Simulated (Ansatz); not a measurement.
Consider Ga.

Space group C2/c.

```xyz
4
Lattice="2.7660 0.0000 0.0000 0.0000 8.0530 0.0000 -0.1174 0.0000 3.3299" Properties=species:S:1:pos:R:3 pbc="T T T"
Ga    1.2949    5.0814    2.4974
Ga   -0.0881    1.0549    2.4974
Ga    1.3536    2.9716    0.8325
Ga   -0.0294    6.9981    0.8325
```

Level of theory: DFT PBE, scalar-relativistic, plane waves, PAW (Ansatz 0.2.0).

### What makes up the frontier states of this crystal?

The calculation finds no gap at the Fermi level. The states at the Fermi level: Ga 4p (75 %) and Ga 4s (25 %) by Löwdin projection on a minimal orbital set.

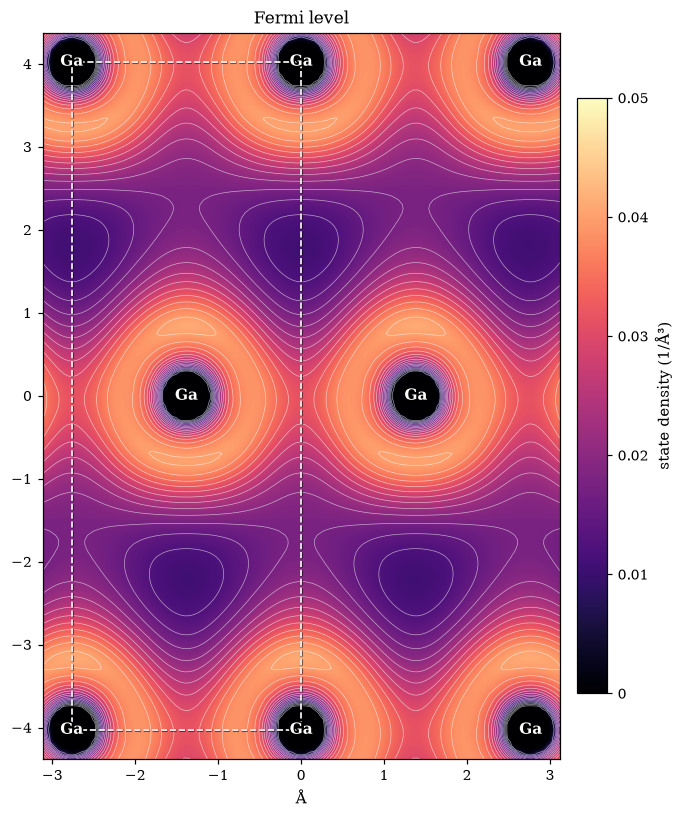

Computed densities of these states (window −0.25 to +0.25 eV about the Fermi level) on the (001) plane of the conventional cell.

Core electrons are frozen (PAW), so the fields are smoothed inside the atomic spheres.
